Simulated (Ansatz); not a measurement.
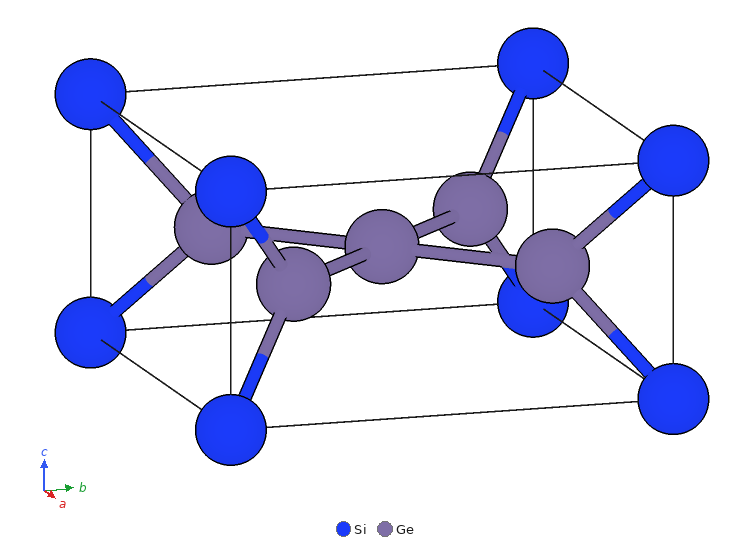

The structure above is drawn in ball-and-stick style and viewed slightly off an axis. The wireframe shows the conventional unit cell. Cell: a = 6.54 Å, b = 6.54 Å, c = 3.44 Å, α = 90.00°, β = 90.00°, γ = 90.00°.

Its origin is a random cell made by a generator, so it need not be a real form of the compound. Earlier steps of the study, as a rule a relaxation of our own, may have changed the cell and positions, so they can lie some per cent off the listed ones. An electronic-structure calculation with Ansatz was run on it.

### Notes on the structure:

This is SiGe5. Space group: P4/mmm (No. 123). Lattice: primitive tetragonal. With Z = 1, the cell contains 1 Si, 5 Ge. The Si atoms are each bonded to eight Ge in a distorted cubic arrangement at about 2.6 Å. Ge takes two kinds of site: 4k with three Ge and two Si (about 2.7 Å to Ge, 2.6 Å to Si); 1d with four Ge in a square planar arrangement at about 2.7 Å. The bonds build a three-dimensional framework.

The numbers come from Ansatz 0.2.0, DFT PBE, scalar-relativistic, plane waves, PAW, using a cutoff energy of 420 eV, a 6×6×10 grid in reciprocal space, Gaussian smearing of 0.1 eV, no spin polarisation.

### Predict the gap.

A metal: bands cross the Fermi level.

### Predict the Bader charges.

Si -0.03 e; Ge -0.01 to +0.06 e.

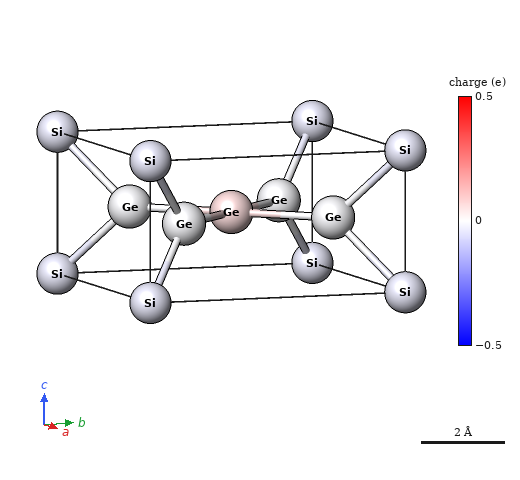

The atoms coloured by those charges. The run's cell of 6 atoms is drawn.

### Do the forces and the stress vanish for this geometry?

Yes. All forces vanish to within 0.01 eV/Å. The pressure is 0.0 GPa, close to zero.
